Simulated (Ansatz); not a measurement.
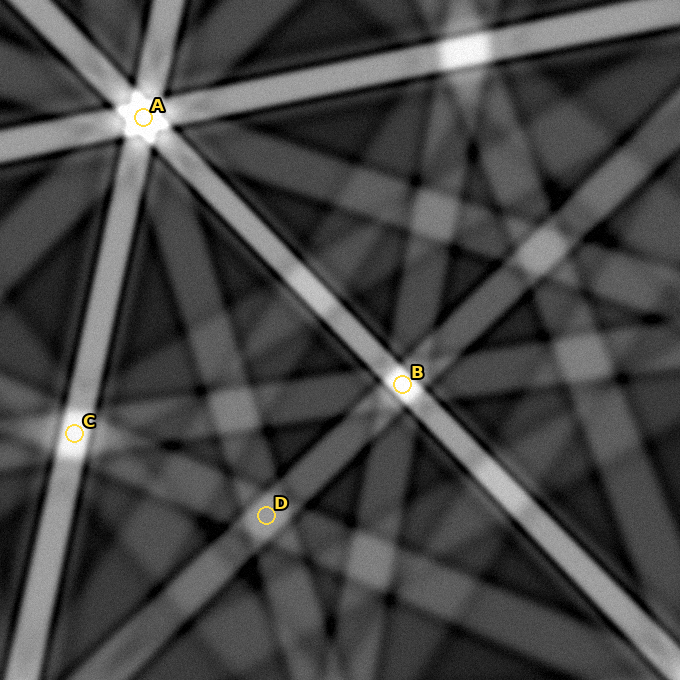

Simulated Kikuchi (electron backscatter) pattern at 20 kV: kinematic bands of width 2θ(Bragg) in gnomonic projection, seen from the camera side; the frame spans ±31° from its centre. Crystal: Si, space group Im-3m (No. 229), a = 3.08 Å. Structure: the end point of a relaxation with DFT, PBE, plane waves (420 eV) with PAW, scalar-relativistic (Ansatz); the starting structure was generated, so it need not be a known form of this composition.

Pole A is [111] and pole B is [110].

Index the poles C and D.

C is [311], 29.5° from A and 31.5° from B. D is [210], 39.2° from A and 18.4° from B.

Which band joins A and B, and how wide is it?

It comes from the planes common to both zones. The strongest order is 1 -1 0 with d = 2.178 Å, so the band is 2θ = 2.3° wide (λ = 0.0859 Å). Other orders of the same planes (2 -2 0) lie on the same centre line with other widths.
